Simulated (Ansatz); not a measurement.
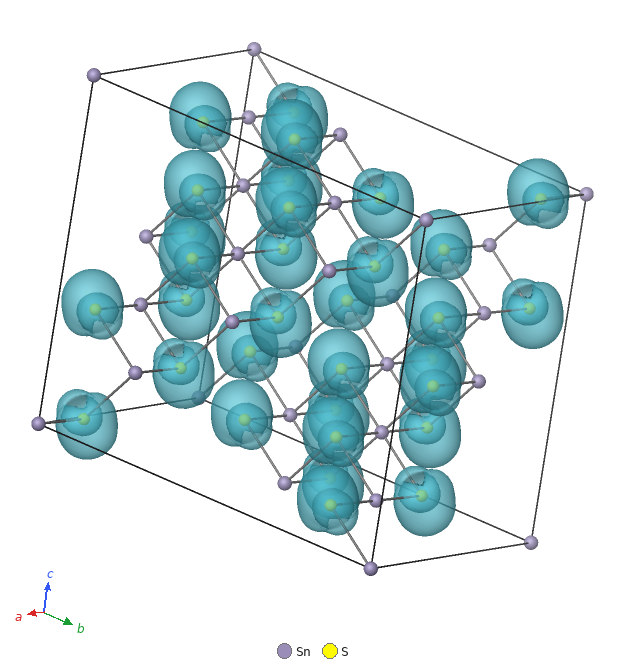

SnS₂. Isosurface of the ELF at 0.8 (cyan), seen at an oblique angle. Only the valence region is drawn (cores and ρ < 0.01 e/Å³ removed). Sticks mark near contacts.

Space group P-3m1; a structure from a database of computed crystals, not necessarily the ambient phase.

Theory: DFT PBE, scalar-relativistic, plane waves, PAW in Ansatz 0.2.0.

```
Sn S
1.0
     9.25781   -3.20700    6.82768
     1.85156    9.62100   -6.82768
    -9.25781    3.20700    6.82768
Sn S
16 32
Direct
  0.25000 0.12500 0.87500
  0.00000 0.00000 0.00000
  0.50000 0.00000 0.50000
  0.00000 0.25000 0.25000
  0.50000 0.25000 0.75000
  0.00000 0.50000 0.50000
  0.00000 0.75000 0.75000
  0.75000 0.12500 0.37500
  0.25000 0.37500 0.12500
  0.75000 0.37500 0.62500
  0.25000 0.62500 0.37500
  0.75000 0.62500 0.87500
  0.25000 0.87500 0.62500
  0.50000 0.50000 0.00000
  0.50000 0.75000 0.25000
  0.75000 0.87500 0.12500
  0.44156 0.33333 0.10822
  0.19156 0.20833 0.23322
  0.69156 0.20833 0.73322
  0.19156 0.45833 0.48322
  0.69156 0.45833 0.98322
  0.19156 0.70833 0.73322
  0.19156 0.95833 0.98322
  0.94156 0.33333 0.60822
  0.44156 0.58333 0.35822
  0.94156 0.58333 0.85822
  0.44156 0.83333 0.60822
  0.94156 0.83333 0.10822
  0.44156 0.08333 0.85822
  0.69156 0.70833 0.23322
  0.69156 0.95833 0.48322
  0.94156 0.08333 0.35822
  0.80844 0.29167 0.26678
  0.55844 0.16667 0.39178
  0.05844 0.16667 0.89178
  0.55844 0.41667 0.64178
  0.05844 0.41667 0.14178
  0.55844 0.66667 0.89178
  0.55844 0.91667 0.14178
  0.30844 0.29167 0.76678
  0.80844 0.54167 0.51678
  0.30844 0.54167 0.01678
  0.80844 0.79167 0.76678
  0.30844 0.79167 0.26678
  0.80844 0.04167 0.01678
  0.05844 0.66667 0.39178
  0.05844 0.91667 0.64178
  0.30844 0.04167 0.51678
```

### Identify the bonds, lone pairs and shells in this picture.

The surface consists of 32 regions wrapped around S (the valence shell of each), counted in one cell of 48 atoms. Any copies at cell faces, edges or corners count once. Profiles from the grid: Sn–S (2.60 Å): the ELF peaks at about 0.85 in the valence shell of S, 0.8 Å from its nucleus, and is about 0.55 at the midpoint.
